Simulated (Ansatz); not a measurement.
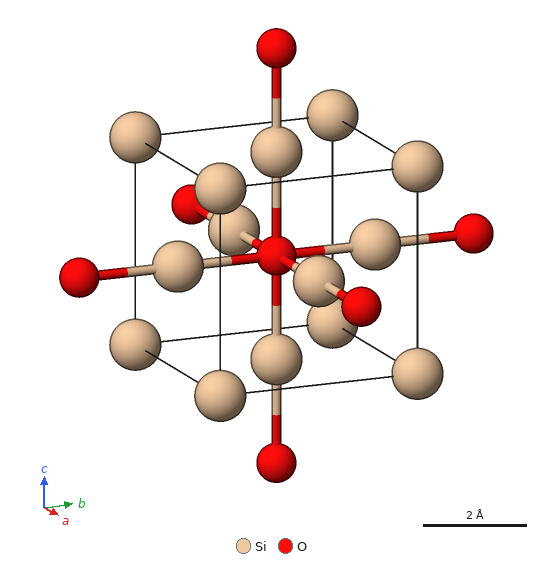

Ball-and-stick drawing of the structure, looking slightly off an axis. One conventional unit cell is framed, with atoms on its boundary repeated. Atoms of adjacent cells appear where they bond to atoms in the box. Cell: a = 4.18 Å, b = 4.18 Å, c = 4.18 Å, α = 90.00°, β = 90.00°, γ = 90.00°.

The model was built from a structure type filled with these elements by a generator (whether the compound takes this form wasn't checked). Earlier steps of the study, as a rule a relaxation of our own, may have changed the cell and positions, so they can lie some per cent off the listed ones. It was run through Ansatz as a DFT input.

In words:

Answer. Chemical formula Si$_{4}$O. The symmetry is that of Pm-3m (No. 221), on a primitive cubic lattice. There are 5 atoms in the cell: 4 Si, 1 O. O is surrounded by six Si in an octahedral arrangement at about 2.1 Å. Si takes two kinds of site: 1a with no bonds drawn; 3c with two O in a linear arrangement at about 2.1 Å. The bonds build a three-dimensional framework; some Si atoms get no bond from the drawing's distance rule.

The numbers come from DFT PBE, scalar-relativistic, plane waves, PAW in Ansatz 0.2.0, using an energy cutoff of 420 eV, Brillouin-zone sampling on a 10×10×10 mesh, Gaussian smearing of 0.1 eV, no spin polarisation.

Metal or not?

Answer. A metal: bands cross the Fermi level.

What does a Bader analysis give?

Answer. Si +0.02 to +0.56 e; O -1.70 e.

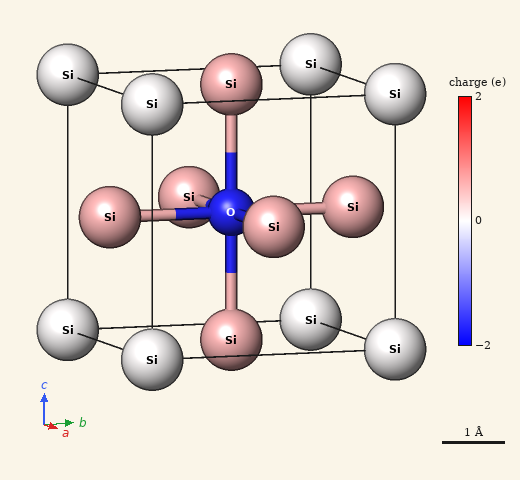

The atoms coloured by those charges. The run's cell of 5 atoms is drawn.

Does this geometry sit at a stationary point of the energy?

Answer. Yes. All forces vanish to within 0.01 eV/Å. The pressure is 0.0 GPa, close to zero.
